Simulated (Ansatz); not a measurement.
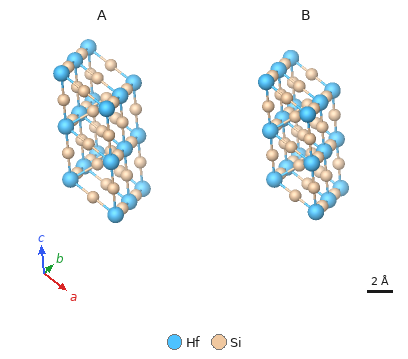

Two geometries of a crystal of HfSi4 (a generated structure, set up in Im-3m) (coarse preliminary run), drawn at one scale. One is the start of a relaxation, the other its converged end. A ball-and-stick model of the cell of the calculation, repeated 1 × 2 × 2 with one cell outlined, seen slightly off an axis.

Method: DFT PBE, scalar-relativistic, plane waves, PAW (Ansatz 0.2.0). Settings: plane-wave cutoff 420 eV; k-point mesh 4 × 4 × 4; occupations gaussian; smearing width 0.1 eV; no spin polarisation; cell and atoms relaxed; force threshold 0.04 eV/Å; at most 70 steps.

### Which geometry has the lower energy?

Structure A is the relaxed one. The atoms keep their places relative to the cell (all moves are under 0.005 Å). The drawn cell changes as follows: a = b = c 4.675 → 5.084 Å (+8.8 %); the volume changes by +28.7 %. Some distances before and after: Hf–Si 2.337 → 2.542 Å. The space group stays Im-3m (No. 229). Over 4 accepted moves (6 points after the start) the energy falls by 397 meV per atom. All forces vanish by symmetry, so only the cell relaxes. The pressure goes from 34.44 to 0.01 GPa. At 2 points the geometry stayed and the basis and grid were re-selected for the new cell (energy shift of 3.1 meV per atom at most each time). The run took 31 s on 1 thread of Intel(R) Xeon(R) Processor @ 2.50GHz (Skylake/Cascade Lake) (shared host), peak memory 0.39 GiB.
